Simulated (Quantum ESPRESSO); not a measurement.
## Band-structure run, with input and output: Tc (part 2 of 2)

The same run, continued: Tc (P6₃/mmc, 2 atoms in the cell); Kohn-Sham DFT of a periodic cell, PBE, GBRV 1.5 PBE, no spin polarisation (Quantum ESPRESSO 7.5); cutoff 612.26 eV, 11×11×6 k-mesh, fermi-dirac of 0.05 eV. The structure derives from an entry of the Crystallography Open Database.

Geometry of the input (Å; fractional positions):
```
2.7400  0.0000  0.0000
-1.3700  2.3729  0.0000
0.0000  0.0000  4.3980
Tc 0.6667  0.3333  0.7500
Tc 0.3333  0.6667  0.2500
```

## What the program printed, continued
```
   -44.0660 -43.8587 -16.5994 -15.9029 -15.7198 -15.7122 -15.4795 -15.4527
    16.5279  18.0686  20.0785  20.7840  21.3332  21.9252  22.1882  22.3768
    22.5027  22.8282  25.6250  29.2450  33.5454  38.5683

          k = 0.0000 0.3244 0.1604 (   995 PWs)   bands (ev):

   -44.0523 -43.8729 -16.5411 -15.8780 -15.7743 -15.6969 -15.4953 -15.4865
    16.7592  18.2023  20.1401  20.4358  21.0644  21.6786  22.0962  22.5076
    22.8497  23.0957  25.5304  28.2105  34.8185  38.2758

          k = 0.0000 0.3244 0.3209 (   989 PWs)   bands (ev):

   -44.0148 -43.9112 -16.3813 -15.9443 -15.7905 -15.6548 -15.5737 -15.5384
    17.3865  18.4875  19.7255  20.2838  20.5878  21.6146  21.7389  22.1859
    23.5977  23.9946  25.1559  26.6125  36.8346  38.0084

          k = 0.0000 0.3244-0.4813 (   992 PWs)   bands (ev):

   -43.9632 -43.9632 -16.1619 -16.1619 -15.6856 -15.6856 -15.5968 -15.5968
    18.1863  18.1863  19.7142  19.7142  21.0809  21.0809  21.8118  21.8118
    24.4593  24.4593  25.1939  25.1939  37.8949  37.8949

          k = 0.0000 0.4866 0.0000 (   992 PWs)   bands (ev):

   -44.0082 -43.8391 -16.4586 -16.1674 -15.9757 -15.7915 -15.5248 -15.5224
    17.4612  18.1755  19.4712  20.1564  21.2822  21.4341  22.0810  23.3409
    23.4732  23.8785  25.8391  31.4981  33.2456  36.8692

          k = 0.0000 0.4866 0.1604 (   988 PWs)   bands (ev):

   -43.9970 -43.8505 -16.4595 -16.1091 -16.0171 -15.7738 -15.5414 -15.5408
    17.4876  18.3322  19.4839  20.1124  20.9642  21.5600  22.2590  23.4379
    23.6531  23.7219  25.6802  29.7648  34.7687  37.1884

          k = 0.0000 0.4866 0.3209 (   986 PWs)   bands (ev):

   -43.9663 -43.8817 -16.4220 -16.1826 -15.9138 -15.7252 -15.6100 -15.5907
    17.6757  18.5913  19.1686  20.0590  20.9809  21.9208  22.0737  23.0737
    23.9941  24.3839  25.2276  27.5882  36.2833  38.2775

          k = 0.0000 0.4866-0.4813 (   986 PWs)   bands (ev):

   -43.9241 -43.9241 -16.3218 -16.3218 -15.7427 -15.7427 -15.6583 -15.6583
    18.1245  18.1245  19.5752  19.5752  21.5376  21.5376  22.4618  22.4618
    24.6006  24.6006  25.7326  25.7326  37.8370  37.8370

          k = 0.0000 0.6487 0.0000 (   986 PWs)   bands (ev):

   -43.9495 -43.8260 -16.4087 -16.2999 -16.2015 -15.8615 -15.6200 -15.5635
    17.6214  18.1096  18.5324  20.8983  21.0495  21.7585  21.7623  24.6228
    25.0452  25.1560  25.9679  32.7877  33.5171  34.3269

          k = 0.0000 0.6487 0.1604 (   979 PWs)   bands (ev):

   -43.9413 -43.8343 -16.5007 -16.2801 -16.1299 -15.8419 -15.6160 -15.5839
    17.5291  17.9180  19.1543  20.0155  21.2612  21.6911  22.7128  24.6754
    24.7400  25.0219  25.8095  30.6353  34.4259  35.4656

          k = 0.0000 0.6487 0.3209 (   980 PWs)   bands (ev):

   -43.9188 -43.8570 -16.5501 -16.4018 -15.9243 -15.7883 -15.6440 -15.6393
    17.4169  18.0645  19.0632  19.6637  21.8696  22.0155  23.4648  23.8441
    24.8992  25.0559  25.5090  28.2772  35.0928  36.7691

          k = 0.0000 0.6487-0.4813 (   984 PWs)   bands (ev):

   -43.8880 -43.8880 -16.5104 -16.5104 -15.7481 -15.7481 -15.7142 -15.7142
    17.6990  17.6990  19.2790  19.2790  22.7889  22.7889  22.9230  22.9230
    25.1882  25.1882  26.3002  26.3002  36.1820  36.1820

          k = 0.0000 0.8109 0.0000 (   974 PWs)   bands (ev):

   -43.9089 -43.8238 -16.5508 -16.3321 -16.1741 -15.9021 -15.7078 -15.5885
    17.3768  18.0466  18.1197  20.8421  21.5839  21.6565  22.1606  25.5180
    25.9318  26.0234  27.3177  30.6023  34.0924  34.8786

          k = 0.0000 0.8109 0.1604 (   972 PWs)   bands (ev):

   -43.9032 -43.8294 -16.6046 -16.3995 -16.0701 -15.8815 -15.6852 -15.6100
    17.3762  17.5332  18.9843  20.0529  21.0809  22.1282  23.3627  25.3020
    25.6349  26.0046  26.9106  29.9401  33.9197  35.0225

          k = 0.0000 0.8109 0.3209 (   976 PWs)   bands (ev):

   -43.8876 -43.8450 -16.6561 -16.5291 -15.8882 -15.8251 -15.6749 -15.6684
    17.1753  17.7339  18.9849  19.3999  21.7740  22.6119  24.1386  24.9437
    25.6850  25.9125  25.9198  28.5159  34.0265  34.8423

          k = 0.0000 0.8109-0.4813 (   972 PWs)   bands (ev):

   -43.8663 -43.8663 -16.6302 -16.6302 -15.7472 -15.7472 -15.7412 -15.7412
    17.4340  17.4340  19.0458  19.0458  22.8460  22.8460  23.9916  23.9916
    25.8015  25.8015  26.9422  26.9422  34.4183  34.4183

          k = 0.1405 0.2433 0.0000 (   999 PWs)   bands (ev):

   -44.0792 -43.8640 -16.6301 -15.8229 -15.7377 -15.6166 -15.4813 -15.4383
    16.2800  17.9553  20.1344  21.2693  21.4662  21.8275  21.9832  22.0145
    22.6879  22.7938  25.5144  28.6514  33.6168  38.4431

          k = 0.1405 0.2433 0.1604 (  1003 PWs)   bands (ev):

   -44.0651 -43.8786 -16.5642 -15.8006 -15.7491 -15.6513 -15.4962 -15.4722
    16.5373  18.0797  20.1995  20.6876  21.2075  21.6234  21.9835  22.3038
    22.9360  23.0245  25.4521  27.7590  34.8539  37.9823

          k = 0.1405 0.2433 0.3209 (   992 PWs)   bands (ev):

   -44.0261 -43.9185 -16.3830 -15.8890 -15.7395 -15.6513 -15.5478 -15.5360
    17.2328  18.3362  19.9523  20.3290  20.6023  21.4999  21.7456  21.9921
    23.6631  23.8866  25.1391  26.3468  36.9502  37.6561

          k = 0.1405 0.2433-0.4813 (   986 PWs)   bands (ev):

   -43.9725 -43.9725 -16.1339 -16.1339 -15.6590 -15.6590 -15.5837 -15.5837
    18.0770  18.0770  19.8121  19.8121  21.0385  21.0385  21.6795  21.6795
    24.4700  24.4700  25.0718  25.0718  37.6938  37.6938

          k = 0.1405 0.4055 0.0000 (   993 PWs)   bands (ev):

   -44.0294 -43.8456 -16.5118 -16.0377 -15.9266 -15.7317 -15.5343 -15.4963
    17.2315  18.4171  19.7060  19.9800  21.2551  21.3193  22.4528  22.6273
    23.0383  23.7705  25.6794  30.7726  33.3883  38.1031

          k = 0.1405 0.4055 0.1604 (   988 PWs)   bands (ev):

   -44.0172 -43.8581 -16.4809 -16.0049 -15.9480 -15.7424 -15.5537 -15.5111
    17.3782  18.5695  19.6555  19.9122  20.9328  21.5564  22.0737  22.8089
    23.4297  23.6996  25.5765  29.3336  34.8376  38.2244

          k = 0.1405 0.4055 0.3209 (   981 PWs)   bands (ev):

   -43.9839 -43.8920 -16.3890 -16.0889 -15.8665 -15.7294 -15.6035 -15.5693
    17.7887  18.9705  19.1566  20.1062  20.5040  21.4767  21.8915  22.7482
    23.9731  24.2297  25.2161  27.3336  36.7001  38.5262

          k = 0.1405 0.4055-0.4813 (   988 PWs)   bands (ev):

   -43.9381 -43.9381 -16.2469 -16.2469 -15.7414 -15.7414 -15.6363 -15.6363
    18.3965  18.3965  19.6633  19.6633  20.8443  20.8443  22.3012  22.3012
    24.6079  24.6079  25.5828  25.5828  38.1539  38.1539

          k = 0.1405 0.5677 0.0000 (   990 PWs)   bands (ev):

   -43.9708 -43.8296 -16.3600 -16.2866 -16.1238 -15.8429 -15.5873 -15.5819
    17.9617  18.2671  18.9107  20.1322  20.9700  21.4959  22.0169  23.6411
    24.3103  25.2109  25.8076  32.9048  33.1992  35.3977

          k = 0.1405 0.5677 0.1604 (   981 PWs)   bands (ev):

   -43.9614 -43.8391 -16.4419 -16.2140 -16.1008 -15.8377 -15.6181 -15.5688
    17.8105  18.3796  19.1579  19.9252  20.9871  21.5974  22.1223  23.6214
    24.5272  24.8125  25.8357  30.5801  34.8802  36.1374

          k = 0.1405 0.5677 0.3209 (   988 PWs)   bands (ev):

   -43.9357 -43.8651 -16.4720 -16.3089 -15.9306 -15.7992 -15.6732 -15.5952
    17.7597  18.5357  19.0389  20.0320  21.0559  21.7807  22.2590  23.4411
    24.5792  25.0397  25.6815  28.2055  35.9134  37.8366

          k = 0.1405 0.5677-0.4813 (   984 PWs)   bands (ev):

   -43.9005 -43.9005 -16.4188 -16.4188 -15.7959 -15.7959 -15.6743 -15.6743
    18.0518  18.0518  19.5760  19.5760  21.5898  21.5898  22.6513  22.6513
    25.2572  25.2572  26.1998  26.1998  37.2678  37.2678

          k = 0.1405 0.7298 0.0000 (   978 PWs)   bands (ev):

   -43.9196 -43.8234 -16.4771 -16.2730 -16.2094 -15.9216 -15.6815 -15.6275
    17.7301  18.2271  18.3300  20.7922  21.0211  21.6489  22.0114  24.9219
    25.3561  25.8752  26.8843  32.0108  33.9964  34.6921

          k = 0.1405 0.7298 0.1604 (   978 PWs)   bands (ev):

   -43.9131 -43.8299 -16.5384 -16.3449 -16.0941 -15.8994 -15.6855 -15.6238
    17.6143  17.9164  19.1301  19.9370  20.9686  22.0545  22.6009  24.7553
    25.3383  25.5327  26.8692  30.8326  33.9328  35.6289

          k = 0.1405 0.7298 0.3209 (   978 PWs)   bands (ev):

   -43.8956 -43.8475 -16.5923 -16.4684 -15.9426 -15.8195 -15.7322 -15.6230
    17.4449  18.1090  19.0079  19.7022  21.2299  22.5084  23.2964  23.9024
    25.0416  25.9445  26.6763  28.8804  34.4491  35.9585

          k = 0.1405 0.7298-0.4813 (   980 PWs)   bands (ev):

   -43.8715 -43.8715 -16.5667 -16.5667 -15.8366 -15.8366 -15.6838 -15.6838
    17.7158  17.7158  19.2769  19.2769  22.2552  22.2552  23.3159  23.3159
    25.6424  25.6424  27.2945  27.2945  35.2863  35.2863

          k = 0.1405 0.8920 0.0000 (   970 PWs)   bands (ev):

   -43.8969 -43.8246 -16.5476 -16.3285 -16.1338 -15.9498 -15.7381 -15.6425
    17.5859  17.9929  18.3223  20.7473  21.4793  21.5000  22.2348  25.6591
    25.7099  25.8947  28.2953  30.1483  34.4065  34.9897

          k = 0.1405 0.8920 0.1604 (   969 PWs)   bands (ev):

   -43.8920 -43.8294 -16.5954 -16.3962 -16.0610 -15.9106 -15.7275 -15.6446
    17.4986  17.7209  19.0779  20.0221  20.8065  22.3251  22.9457  25.2245
    25.6733  25.8460  27.9449  29.8727  34.2783  35.0283

          k = 0.1405 0.8920 0.3209 (   975 PWs)   bands (ev):

   -43.8788 -43.8426 -16.6458 -16.5259 -15.9506 -15.7970 -15.7686 -15.6375
    17.3127  17.9481  18.9988  19.5694  21.1473  22.9594  23.5523  24.2589
    25.5894  26.0141  27.3696  29.0952  34.1431  34.4906

          k = 0.1405 0.8920-0.4813 (   980 PWs)   bands (ev):

   -43.8607 -43.8607 -16.6236 -16.6236 -15.8530 -15.8530 -15.6835 -15.6835
    17.5928  17.5928  19.1539  19.1539  22.2871  22.2871  23.9565  23.9565
    25.6110  25.6110  28.0372  28.0372  34.2075  34.2075

          k = 0.2809 0.4866 0.0000 (   981 PWs)   bands (ev):

   -43.9784 -43.8312 -16.3810 -16.1644 -16.1595 -15.8128 -15.6332 -15.5689
    18.1927  18.8737  19.1241  19.2004  20.8002  21.3907  22.2135  23.0342
    24.2996  25.2481  25.6636  32.7381  33.3502  36.4775

          k = 0.2809 0.4866 0.1604 (   983 PWs)   bands (ev):

   -43.9686 -43.8411 -16.4184 -16.1837 -16.0669 -15.8404 -15.6503 -15.5594
    18.1847  18.7478  19.2634  19.3701  20.9325  21.3807  21.8962  23.1500
    24.5863  24.7502  25.8474  30.5957  35.1089  37.1119

          k = 0.2809 0.4866 0.3209 (   986 PWs)   bands (ev):

   -43.9419 -43.8682 -16.4290 -16.2665 -15.9023 -15.8509 -15.6871 -15.5821
    18.2048  18.5718  19.6077  19.7660  20.8126  21.0860  21.7697  23.2591
    24.5771  25.0788  25.8404  28.2417  36.6011  37.7970

          k = 0.2809 0.4866-0.4813 (   982 PWs)   bands (ev):

   -43.9051 -43.9051 -16.3693 -16.3693 -15.8277 -15.8277 -15.6615 -15.6615
    18.3517  18.3517  20.0720  20.0720  20.5170  20.5170  22.4568  22.4568
    25.4340  25.4340  26.2081  26.2081  37.9885  37.9885

          k = 0.2809 0.6487 0.0000 (   979 PWs)   bands (ev):

   -43.9258 -43.8234 -16.3587 -16.2439 -16.2299 -15.9379 -15.7204 -15.6664
    18.4260  18.5538  18.7510  19.8610  20.5973  21.7726  21.8488  23.8155
    25.3509  25.6438  26.9471  33.3295  34.0693  34.7453

          k = 0.2809 0.6487 0.1604 (   979 PWs)   bands (ev):

   -43.9189 -43.8302 -16.4321 -16.3246 -16.0713 -15.9540 -15.7442 -15.6272
    18.1624  18.7146  18.9742  19.6702  20.9177  21.5926  21.9015  23.8345
    25.0213  25.6091  27.1476  31.5592  34.3148  35.3679

          k = 0.2809 0.6487 0.3209 (   984 PWs)   bands (ev):

   -43.9002 -43.8490 -16.4984 -16.4074 -15.9873 -15.8940 -15.7545 -15.6046
    18.0278  18.5932  19.1561  20.2401  20.6368  21.4687  22.1052  23.4576
    24.7939  26.0180  27.3119  29.3211  35.2565  36.5453

          k = 0.2809 0.6487-0.4813 (   990 PWs)   bands (ev):

   -43.8747 -43.8747 -16.4844 -16.4844 -15.9274 -15.9274 -15.6595 -15.6595
    18.1868  18.1868  19.8076  19.8076  21.1476  21.1476  22.4868  22.4868
    25.8117  25.8117  27.7364  27.7364  36.4628  36.4628

          k = 0.2809 0.8109 0.0000 (   974 PWs)   bands (ev):

   -43.8873 -43.8257 -16.4715 -16.2699 -16.1010 -16.0409 -15.7681 -15.7632
    18.0432  18.2792  18.8187  20.6206  20.6654  21.3812  22.2847  24.8265
    25.6294  25.6513  28.5709  31.0826  33.5886  34.9191

          k = 0.2809 0.8109 0.1604 (   973 PWs)   bands (ev):

   -43.8832 -43.8298 -16.5110 -16.3441 -16.1100 -15.9380 -15.8167 -15.6895
    17.8626  18.4254  19.2307  19.8558  20.6432  21.8842  22.4040  24.7453
    25.0299  25.8376  28.6704  30.8732  34.2217  34.4350

          k = 0.2809 0.8109 0.3209 (   984 PWs)   bands (ev):

   -43.8719 -43.8411 -16.5632 -16.4666 -16.0726 -15.9053 -15.7599 -15.6310
    17.7973  18.6550  19.0333  20.1645  20.2615  22.1086  22.7970  23.6999
    25.0511  25.9894  28.8698  30.1876  34.2086  35.3958

          k = 0.2809 0.8109-0.4813 (   980 PWs)   bands (ev):

   -43.8564 -43.8564 -16.5522 -16.5522 -15.9920 -15.9920 -15.6524 -15.6524
    18.0942  18.0942  19.5456  19.5456  21.3533  21.3533  23.1167  23.1167
    25.5922  25.5922  29.3871  29.3871  34.6890  34.6890

          k = 0.4214 0.7298 0.0000 (   976 PWs)   bands (ev):

   -43.8836 -43.8263 -16.3942 -16.2670 -16.0881 -16.0593 -15.8626 -15.7732
    18.0859  18.9316  19.2073  19.8596  20.5464  21.3387  22.3176  24.2720
    25.4985  25.6514  28.6668  31.8863  32.6395  35.2459

          k = 0.4214 0.7298 0.1604 (   977 PWs)   bands (ev):

   -43.8797 -43.8301 -16.4010 -16.3739 -16.1164 -15.9807 -15.8610 -15.7058
    18.1646  18.9499  19.3764  19.4419  21.0419  21.0721  22.2665  24.3098
    24.8619  25.8375  28.9177  31.7554  33.2048  34.4467

          k = 0.4214 0.7298 0.3209 (   986 PWs)   bands (ev):

   -43.8692 -43.8406 -16.4754 -16.4477 -16.1359 -15.9910 -15.7455 -15.6325
    18.3093  18.6966  19.4624  19.8385  20.6167  21.3109  22.2320  23.4292
    24.9285  25.9932  29.3422  30.9376  34.4865  34.5623

          k = 0.4214 0.7298-0.4813 (   986 PWs)   bands (ev):

   -43.8549 -43.8549 -16.4959 -16.4959 -16.0724 -16.0724 -15.6430 -15.6430
    18.4516  18.4516  19.8178  19.8178  20.9030  20.9030  22.5171  22.5171
    25.6326  25.6326  29.9612  29.9612  35.5370  35.5371

          k = 0.4214 0.8920 0.0000 (   972 PWs)   bands (ev):

   -43.8599 -43.8353 -16.4086 -16.1999 -16.1696 -15.9914 -15.9255 -15.8568
    17.9623  19.0488  19.2435  20.0665  20.6766  21.0269  22.5741  24.8316
    25.2973  25.4435  29.9702  30.6196  31.7406  36.5968

          k = 0.4214 0.8920 0.1604 (   977 PWs)   bands (ev):

   -43.8582 -43.8369 -16.4157 -16.2881 -16.2447 -15.9649 -15.8668 -15.7654
    18.1114  19.1124  19.1952  19.7812  20.7437  21.1205  22.5401  24.7232
    24.9100  25.4245  30.3460  30.7600  32.3374  35.9930

          k = 0.4214 0.8920 0.3209 (   987 PWs)   bands (ev):

   -43.8537 -43.8414 -16.4679 -16.4170 -16.2316 -16.0432 -15.7141 -15.6596
    18.3901  19.0326  19.3308  19.5213  20.7834  21.1577  22.5244  23.4717
    25.1199  25.5243  31.0100  31.1482  33.7459  35.0369

          k = 0.4214 0.8920-0.4813 (   986 PWs)   bands (ev):

   -43.8475 -43.8475 -16.4842 -16.4842 -16.1430 -16.1430 -15.6364 -15.6364
    18.6564  18.6564  19.5896  19.5896  20.9172  20.9172  22.7069  22.7069
    25.3803  25.3803  31.4261  31.4261  34.4786  34.4786

     the Fermi energy is    22.6990 ev

!    total energy              =    -348.55635491 Ry
     estimated scf accuracy    <          3.1E-11 Ry
     smearing contrib. (-TS)   =      -0.00125366 Ry
     internal energy E=F+TS    =    -348.55510125 Ry

     The total energy is F=E-TS. E is the sum of the following terms:
     one-electron contribution =     -45.15249350 Ry
     hartree contribution      =      44.08396598 Ry
     xc contribution           =     -64.13261853 Ry
     ewald contribution        =    -283.35395520 Ry

     convergence has been achieved in   9 iterations

     negative rho (up, down):  2.642E-01 0.000E+00

     Forces acting on atoms (cartesian axes, Ry/au):

     atom    1 type  1   force =    -0.00000000   -0.00000000    0.00000000
     atom    2 type  1   force =     0.00000000    0.00000000    0.00000000

     Total force =     0.000000     Total SCF correction =     0.000000

     Computing stress (Cartesian axis) and pressure

     negative rho (up, down):  2.642E-01 0.000E+00
          total   stress  (Ry/bohr**3)                   (kbar)     P=       24.56
   0.00016824   0.00000000  -0.00000000           24.75        0.00       -0.00
   0.00000000   0.00016824   0.00000000            0.00       24.75        0.00
  -0.00000000   0.00000000   0.00016447           -0.00        0.00       24.19

=------------------------------------------------------------------------------=
   JOB DONE.
=------------------------------------------------------------------------------=
```

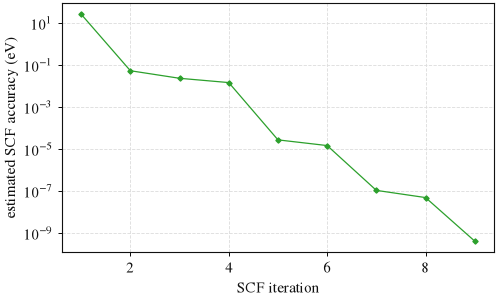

*Convergence of the self-consistent field: estimated SCF accuracy against the iteration.*

The field takes 9 iterations in all.
